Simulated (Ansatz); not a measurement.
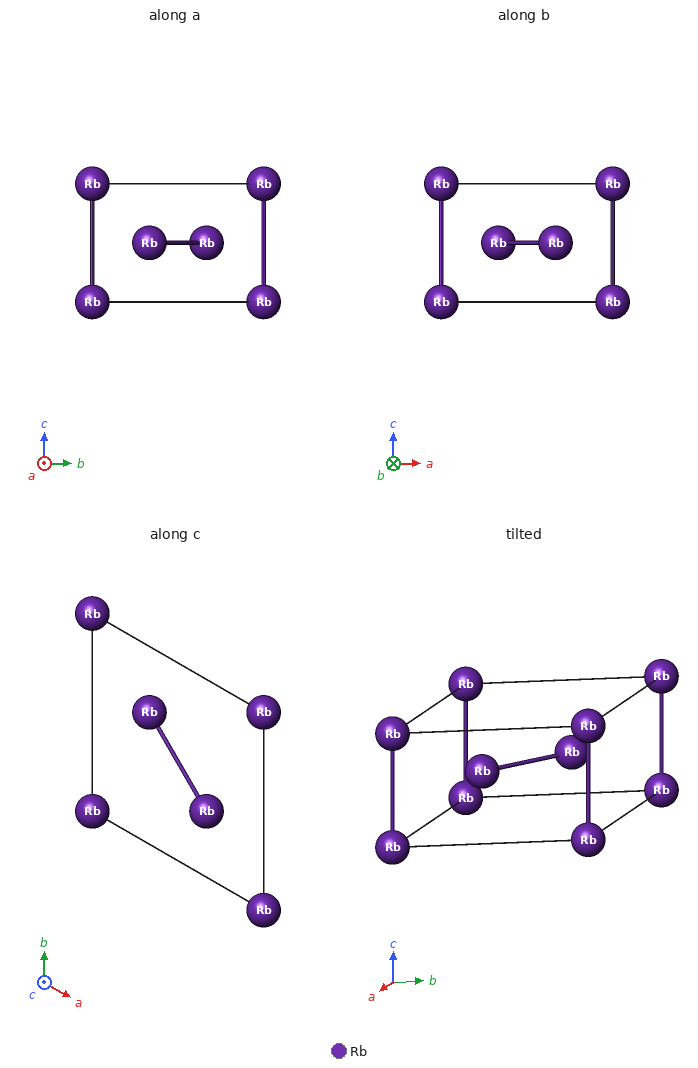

Ball-and-stick drawing of the structure, looking along the a axis, along the b axis, along the c axis and slightly off an axis. The wireframe shows the conventional unit cell.

Lattice parameters: a = 7.684 Å, b = 7.684 Å, c = 4.593 Å, α = 90.00°, β = 90.00°, γ = 120.00°. Put a along x and b in the xy plane.

Express the structure as a POSCAR file.

Answer.
```
Rb
1.0
     7.684    0.000    0.000
    -3.842    6.655    0.000
     0.000    0.000    4.593
Rb
3
Direct
  0.0000 0.0000 0.0000
  0.3333 0.6667 0.5000
  0.6667 0.3333 0.5000
```

The initial geometry was a structure type filled with this element by a generator (whether the element takes this form wasn't checked). Relaxation method: DFT, LDA (PW92), plane waves (420 eV) with PAW, scalar-relativistic in Ansatz.
